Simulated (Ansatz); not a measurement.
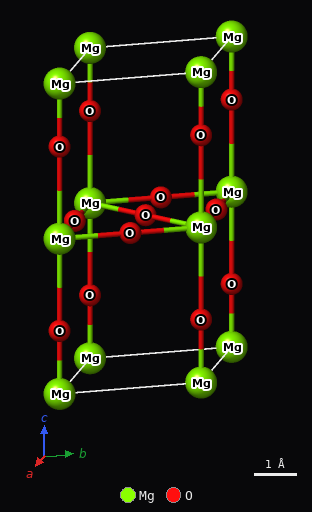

Crystalline Mg₂O₅ (a generated structure, set up in P6/mmm) (coarse preliminary run), before the relaxation. A ball-and-stick model of the cell of the calculation, seen slightly off an axis.

Computed with DFT PBE, scalar-relativistic, plane waves, PAW (Ansatz).

Input
```yaml
crystal:
  lattice:
    - [3.58375651, 0.0, 0.0]
    - [-1.79187825, 3.10362418, 0.0]
    - [0.0, 0.0, 7.6941726]
  atoms:
    - { symbol: Mg, position: [0.0, 0.0, 0.0] }
    - { symbol: Mg, position: [0.0, 0.0, 0.5] }
    - { symbol: O, position: [0.5, 0.0, 0.5], spin: 1.0 }
    - { symbol: O, position: [0.0, 0.5, 0.5], spin: 1.0 }
    - { symbol: O, position: [0.5, 0.5, 0.5], spin: 1.0 }
    - { symbol: O, position: [0.0, 0.0, 0.20306568], spin: 1.0 }
    - { symbol: O, position: [0.0, 0.0, 0.79693432], spin: 1.0 }
basis:
  ecutwfc: 420
kpoints:
  mp_grid: { grid: [6, 6, 2] }
hamiltonian:
  xc: pbe
scf:
  occupations: { method: gaussian, width: 0.1 }
  lower_state_search: "off"
output:
  forces: true
  stress: true
  eigenvalues: true
  populations: true
magnetization:
  spin_polarized: true
relax:
  adjacent_minimum: "off"
  f_tol: 0.04
  max_steps: 70
  cell: { stress_tol: 0.4 }
```

Launched with:
```bash
ansatz run input.yaml --threads 1 --pin off --max-ram 2048MiB --backend cpu --events-out ev --progress --plain --runs-dir out
```

Question: Where does the relaxation end?

Answer: After 7 accepted moves (9 points after the start) the energy has fallen by 824 meV per atom. The largest force component goes from 10 to 0.033 eV/Å. Pressure: 49.81 GPa at the start and −0.13 GPa at the end. At 2 points the geometry stayed and the basis and grid were re-selected for the new cell (energy shift of 63.9 meV per atom at most each time). The largest moves relative to the cell, 0.27 Å, are those of O6 and O7. O6 goes along +c. Mg stays in place. Cell: a = b 3.584 → 4.253 Å (+18.7 %), c 7.694 → 7.636 Å (−0.8 %). Volume +39.8 %. Some distances before and after: Mg2–O3 1.792 → 2.126 Å, O3–O4 1.792 → 2.126 Å, Mg2–O6 2.285 → 1.994 Å, Mg1–O6 1.562 → 1.824 Å. The space group stays P6/mmm (No. 191). The run may lie on a higher electronic state than the lowest, so the end point isn't shown to be the ground-state structure. The run took 3.6 min on 1 thread of Arm Neoverse N1 (shared host), peak memory 0.52 GiB.

History of the run:

| step | E − E(0), meV/atom | largest force component, eV/Å | pressure, GPa | volume, Å³/atom | note |
| --- | --- | --- | --- | --- | --- |
| 0 | 0.00 | 10.1599 | 49.81 | 12.226 |  |
| 1 | -442.40 | 5.0257 | 26.00 | 13.359 |  |
| 2 | -676.99 | 1.8512 | 9.27 | 14.664 |  |
| 3 | -735.34 | 0.0476 | 1.13 | 15.495 |  |
| 4 | -737.29 | 0.1166 | 0.78 | 15.549 |  |
| 5 | -737.29 | 0.0014 | -0.05 | 15.661 |  |
| 6 | -801.22 | 0.0202 | 4.75 | 15.661 | same geometry, new basis |
| 7 | -816.79 | 0.0229 | 1.67 | 16.413 |  |
| 8 | -816.18 | 0.0309 | -0.32 | 17.088 |  |
| 9 | -824.18 | 0.0335 | -0.13 | 17.088 | same geometry, new basis |

Final geometry:

```
Mg O
1.0
     4.25289    0.00000    0.00000
    -2.12644    3.68311    0.00000
     0.00000    0.00000    7.63641
Mg O
2 5
Cartesian
  2.1264 3.6831 7.6364
  2.1264 3.6831 3.8182
  0.0000 3.6831 3.8182
  3.1897 1.8416 3.8182
  1.0632 1.8416 3.8182
  2.1264 3.6831 1.8242
  2.1264 3.6831 5.8122
```

The end point in the same view:

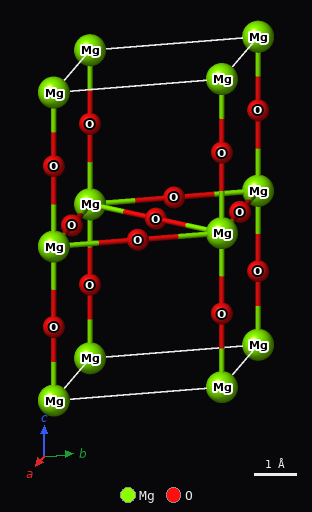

Limits of the set-up: the k-point mesh is coarse for a cell with partly filled bands.
